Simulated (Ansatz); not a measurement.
Zn, as given below.

```
Zn
1.0
     3.91947    0.00000    0.00000
     0.00000    3.91947    0.00000
     0.00000    0.00000    3.91947
Zn
4
Direct
  0.00000 0.00000 0.00000
  0.00000 0.50000 0.50000
  0.50000 0.00000 0.50000
  0.50000 0.50000 0.00000
```

Structure used: the input geometry of an electronic-structure calculation (not necessarily at equilibrium); the starting structure was generated, so it need not be a known form of this composition.

Q: Predict the first 5 clear peaks of the neutron G(r) with σ = 0.08 Å, and name the atom pairs.

A: 1. 2.77 Å: Zn–Zn at 2.77 Å
2. 3.92 Å: Zn–Zn at 3.92 Å
3. 4.80 Å: Zn–Zn at 4.80 Å
4. 5.54 Å: Zn–Zn at 5.54 Å
5. 6.20 Å: Zn–Zn at 6.20 Å

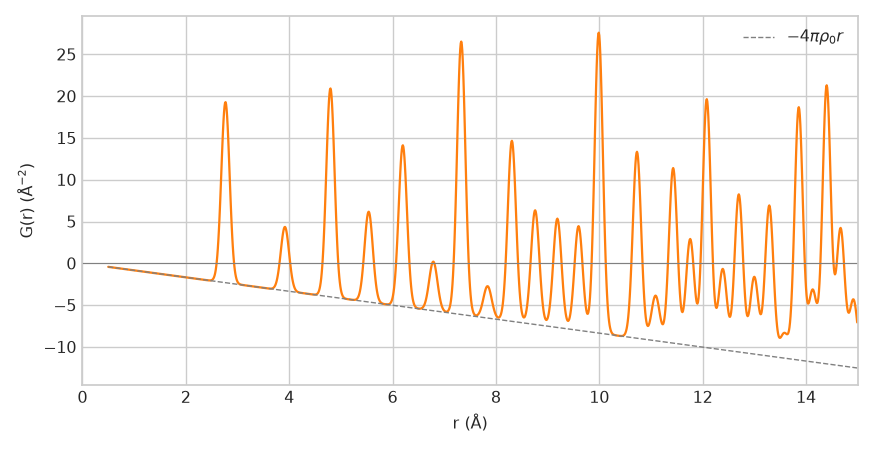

Simulated neutron pair distribution function, G(r) = R(r)/r − 4πρ₀r, summed over the atomic distances of the structure with each pair weighted by the product of the tabulated coherent neutron scattering lengths (natural isotope mix where the element has one); every distance is a Gaussian of σ = 0.08 Å. No termination ripples are included.
